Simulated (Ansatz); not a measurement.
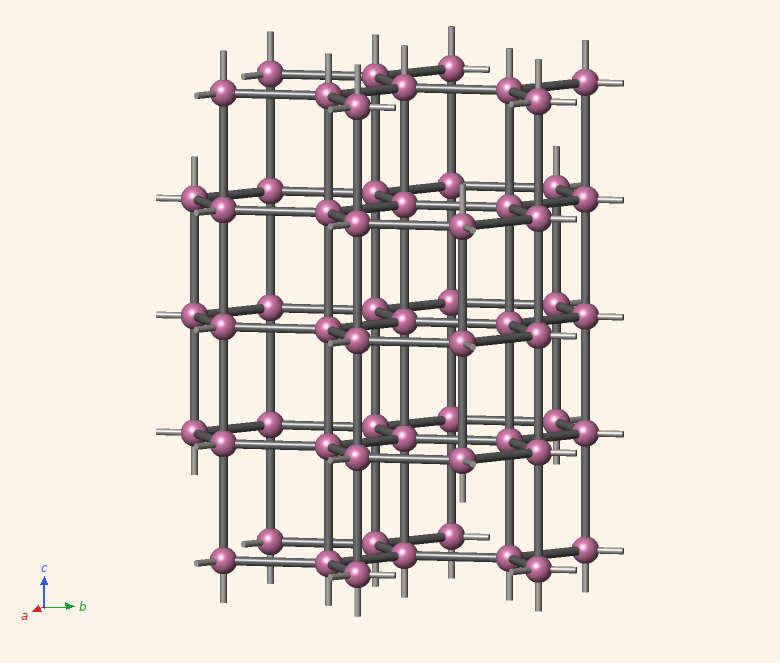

The picture shows a finite piece of the underlying net of a crystal structure, nodes on the atoms' positions. Nodes are coloured by topological kind. Short stubs are edges that leave the cut-out.

What net is this?

Answer. A uninodal 5-connected, three-periodic net. It is the bnn net, known from eclipsed honeycomb layers linked along c.

Give point symbol and coordination sequence.

Answer. 4^6.6^4, sequence 5, 14, 29, 50.

The net was derived as follows. LiH (space group P6_3/mmc, No. 194). Coordinates: coordinates from a relaxation with Ansatz, DFT, PBE, plane waves, PAW; the starting structure was generated, so it need not be a known form of this composition. Bonds are taken as H–Li below 2.3 Å. Atoms with one bond or none are removed and atoms with two bonds are replaced by edges, until no such atom is left. Li and H are 5-connected nodes.
